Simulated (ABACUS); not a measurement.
**Run report: Hf, band-structure run (part 2 of 2)**

Hf (P6₃/mmc, 2 atoms in the cell); Kohn-Sham DFT of a periodic cell, PBEsol, SPMS ONCV 1.0 PBE, no spin polarisation (ABACUS 3.10.1); cutoff 816.34 eV, 8×8×4 k-mesh, fermi-dirac of 0.05 eV. The structure derives from an entry of the Crystallography Open Database.

Geometry of the input (Å; fractional positions):
```
3.1967  0.0000  0.0000
-1.5983  2.7684  0.0000
0.0000  0.0000  5.0578
Hf 0.6667  0.3333  0.7500
Hf 0.3333  0.6667  0.2500
```

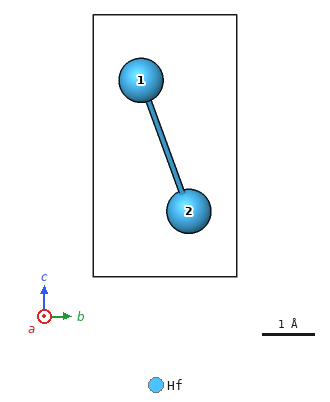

*The input geometry (ball-and-stick view of the cell of the calculation, along the a axis; atoms are numbered from 1 in the order of the input).*

## Output, continued
```
 -------------------------------------------
                                 init_chg = atomic

 PW ALGORITHM --------------- ION=   1  ELEC=   1--------------------------------
 Notice: Threshold on eigenvalues was too large.
 hsover_error=0.24 > DRHO=0.0442799
 Origin diag ethr = 0.01
 New diag ethr = 0.0001845

 Density error is 0.0454214908089
                          Error Threshold = 0.000184499525685
----------------------------------------------------------
     Energy           Rydberg                 eV
----------------------------------------------------------
 E_KohnSham     -225.4425008640      -3067.3025831209
 E_Harris       -226.9480992386      -3087.7872999142
 E_Fermi        1.0679296070         14.5299277177
----------------------------------------------------------

 PW ALGORITHM --------------- ION=   1  ELEC=   2--------------------------------

 Density error is 0.00156104314565
                          Error Threshold = 0.000189256211704
----------------------------------------------------------
     Energy           Rydberg                 eV
----------------------------------------------------------
 E_KohnSham     -225.4473282332      -3067.3682628480
 E_Harris       -225.5581820030      -3068.8765057621
 E_Fermi        1.0565639400         14.3752898859
----------------------------------------------------------

 PW ALGORITHM --------------- ION=   1  ELEC=   3--------------------------------

 Density error is 6.53971065328e-05
                          Error Threshold = 6.50434644023e-06
----------------------------------------------------------
     Energy           Rydberg                 eV
----------------------------------------------------------
 E_KohnSham     -225.4474091199      -3067.3693633677
 E_Harris       -225.4612633195      -3067.5578594238
 E_Fermi        1.0558350873         14.3653733358
----------------------------------------------------------

 PW ALGORITHM --------------- ION=   1  ELEC=   4--------------------------------

 Density error is 1.15837624085e-06
                          Error Threshold = 2.72487943887e-07
----------------------------------------------------------
     Energy           Rydberg                 eV
----------------------------------------------------------
 E_KohnSham     -225.4474155734      -3067.3694511726
 E_Harris       -225.4408465676      -3067.2800752635
 E_Fermi        1.0557326665         14.3639798291
----------------------------------------------------------

 PW ALGORITHM --------------- ION=   1  ELEC=   5--------------------------------

 Density error is 5.10515616973e-08
                          Error Threshold = 4.82656767021e-09
----------------------------------------------------------
     Energy           Rydberg                 eV
----------------------------------------------------------
 E_KohnSham     -225.4474158691      -3067.3694551948
 E_Harris       -225.4490153430      -3067.3912171544
 E_Fermi        1.0558067321         14.3649875433
----------------------------------------------------------

 PW ALGORITHM --------------- ION=   1  ELEC=   6--------------------------------

 Density error is 8.53622298112e-10
                          Error Threshold = 2.12714840405e-10
----------------------------------------------------------
     Energy           Rydberg                 eV
----------------------------------------------------------
 E_KohnSham     -225.4474158798      -3067.3694553403
 E_KS(sigma->0) -225.4470562864      -3067.3645628212
 E_Harris       -225.4471986229      -3067.3664994092
 E_band         -20.9750006204       -285.3795239905
 E_one_elec     -44.5857644941       -606.6204468056
 E_Hartree      30.2056971455        410.9695932411
 E_xc           -54.8972628944       -746.9155799672
 E_Ewald        -156.1693664500      -2124.7932367705
 E_entropy(-TS) -0.0007191868        -0.0097850381
 E_descf        0.0000000000         0.0000000000
 E_exx          0.0000000000         0.0000000000
 E_Fermi        1.0557939523         14.3648136654
----------------------------------------------------------

 charge density convergence is achieved
 final etot is -3067.3694553 eV
 EFERMI = 14.364813665 eV

 STATE ENERGY(eV) AND OCCUPATIONS    NSPIN == 1
 1/8 kpoint (Cartesian) = 0.0000 0.0000 0.0000 (2333 pws)
       1       -47.4148     0.00781250
       2       -47.3425     0.00781250
       3       -16.5950     0.00781250
       4       -15.8459     0.00781250
       5       -15.8459     0.00781250
       6       -15.7157     0.00781250
       7       -15.7157     0.00781250
       8       -15.7099     0.00781250
       9        6.92157     0.00781250
      10        10.5871     0.00781250
      11        14.9881    3.01540e-08
      12        15.4725    1.87059e-12
      13        15.4725    1.87059e-12
      14        15.7520    6.98414e-15
      15        16.2944    1.35576e-19
      16        16.2944    1.35576e-19
      17        16.9327    3.87823e-25
      18        16.9327    3.87823e-25
      19        19.6513    9.43577e-49
      20        19.6513    9.43577e-49
      21        23.1617    3.04875e-79
      22        25.3988        0.00000

 2/8 kpoint (Cartesian) = -0.12500 0.072169 0.0000 (2373 pws)
       1       -47.4071      0.0468750
       2       -47.3396      0.0468750
       3       -16.5543      0.0468750
       4       -15.9312      0.0468750
       5       -15.8742      0.0468750
       6       -15.8048      0.0468750
       7       -15.7290      0.0468750
       8       -15.7274      0.0468750
       9        7.38805      0.0468750
      10        11.0412      0.0468750
      11        14.4003      0.0154505
      12        14.6274    0.000244282
      13        15.8063    1.41333e-14
      14        15.9183    1.50576e-15
      15        16.4085    8.31246e-20
      16        16.4405    4.38076e-20
      17        16.5290    7.47162e-21
      18        16.7163    1.76352e-22
      19        19.9702    9.62661e-51
      20        20.7227    2.79875e-57
      21        23.2433    3.57862e-79
      22        26.5360        0.00000

 3/8 kpoint (Cartesian) = -0.25000 0.14434 0.0000 (2369 pws)
       1       -47.3874      0.0468750
       2       -47.3335      0.0468750
       3       -16.4448      0.0468750
       4       -16.1373      0.0468750
       5       -16.0093      0.0468750
       6       -15.9388      0.0468750
       7       -15.7861      0.0468750
       8       -15.7586      0.0468750
       9        8.62861      0.0468750
      10        11.9443      0.0468750
      11        13.2758      0.0468750
      12        13.7641      0.0468747
      13        15.0895    2.37675e-08
      14        15.7885    2.01938e-14
      15        15.8156    1.17443e-14
      16        17.1962    1.19529e-26
      17        17.4325    1.05942e-28
      18        17.8972    9.74111e-33
      19        20.4465    7.01508e-55
      20        22.6466    5.44775e-74
      21        22.8368    1.21340e-75
      22        26.8510        0.00000

 4/8 kpoint (Cartesian) = -0.37500 0.21651 0.0000 (2379 pws)
       1       -47.3653      0.0468750
       2       -47.3299      0.0468750
       3       -16.3423      0.0468750
       4       -16.3043      0.0468750
       5       -16.2008      0.0468750
       6       -15.9999      0.0468750
       7       -15.8738      0.0468750
       8       -15.7922      0.0468750
       9        10.1305      0.0468750
      10        11.8829      0.0468750
      11        12.3970      0.0468750
      12        13.5738      0.0468750
      13        15.2752    5.79528e-10
      14        15.3390    1.61828e-10
      15        15.4887    8.11517e-12
      16        19.0266    1.51093e-42
      17        19.0598    7.77771e-43
      18        19.5041    1.07508e-46
      19        20.7147    3.28481e-57
      20        22.2734    9.49321e-71
      21        24.1019    1.24532e-86
      22        24.3765        0.00000

 5/8 kpoint (Cartesian) = 0.50000 0.86603 0.0000 (2356 pws)
       1       -47.3541      0.0234375
       2       -47.3303      0.0234375
       3       -16.4265      0.0234375
       4       -16.2770      0.0234375
       5       -16.2212      0.0234375
       6       -16.0244      0.0234375
       7       -15.9349      0.0234375
       8       -15.8066      0.0234375
       9        10.9485      0.0234375
      10        11.5513      0.0234375
      11        12.0776      0.0234375
      12        13.5302      0.0234375
      13        15.0808    1.41560e-08
      14        15.1807    1.91822e-09
      15        15.9781    2.27515e-16
      16        20.2053    4.36304e-53
      17        20.7202    1.47169e-57
      18        20.7889    3.72135e-58
      19        21.2655    2.69772e-62
      20        21.5001    2.47370e-64
      21        22.7901    1.54576e-75
      22        23.7179    1.34874e-83

 6/8 kpoint (Cartesian) = -0.12500 0.21651 0.0000 (2379 pws)
       1       -47.3934      0.0468750
       2       -47.3351      0.0468750
       3       -16.4791      0.0468750
       4       -16.0487      0.0468750
       5       -16.0027      0.0468750
       6       -15.8786      0.0468750
       7       -15.7680      0.0468750
       8       -15.7672      0.0468750
       9        8.25151      0.0468750
      10        11.8087      0.0468750
      11        13.6099      0.0468750
      12        13.8284      0.0468740
      13        15.2463    1.03402e-09
      14        15.6074    7.55499e-13
      15        16.3239    4.51649e-19
      16        16.8506    1.20248e-23
      17        16.8566    1.06609e-23
      18        17.7084    4.25353e-31
      19        20.1936    1.10285e-52
      20        22.2483    1.56871e-70
      21        23.0251    2.80955e-77
      22        27.6326        0.00000

[... levels at 2 further k points ...]

------------------------------------------------------------------------------------------
 TOTAL-FORCE (eV/Angstrom)
------------------------------------------------------------------------------------------
                       Hf1         0.0000000000         0.0000000000         0.0000000000
                       Hf2         0.0000000000         0.0000000000         0.0000000000
------------------------------------------------------------------------------------------

----------------------------------------------------------------
 TOTAL-STRESS (KBAR)
----------------------------------------------------------------
       -35.4946995948        -0.0000000000        -0.0000000000
         0.0000000000       -35.4946995948         0.0000000000
         0.0000000000         0.0000000000       -36.0166025565
----------------------------------------------------------------
 TOTAL-PRESSURE: -35.668667 KBAR

 --------------------------------------------
 !FINAL_ETOT_IS -3067.3694553402983729 eV
 --------------------------------------------
```

## Summary

| quantity | value |
| --- | --- |
| outcome | converged |
| space group (tolerance 0.01 Å) | P6₃/mmc (194) |
| electrons treated | 24 |
| free energy | −3067.3695 eV |
| Fermi energy of the self-consistent step | 14.365 eV |
| gap on the k-point mesh | none (metallic) |
| pressure | −3.57 GPa |
| largest force (length of the vector) | under 0.001 eV/Å |
| hardware | 4 threads of Intel Xeon (Granite Rapids), 16 GiB of memory available, shared host |
| wall time | 4.1 s (CPU time 16 s) |
| peak memory | 0.32 GiB |

## Notes

Spin–orbit coupling is left out, which matters for Hf.
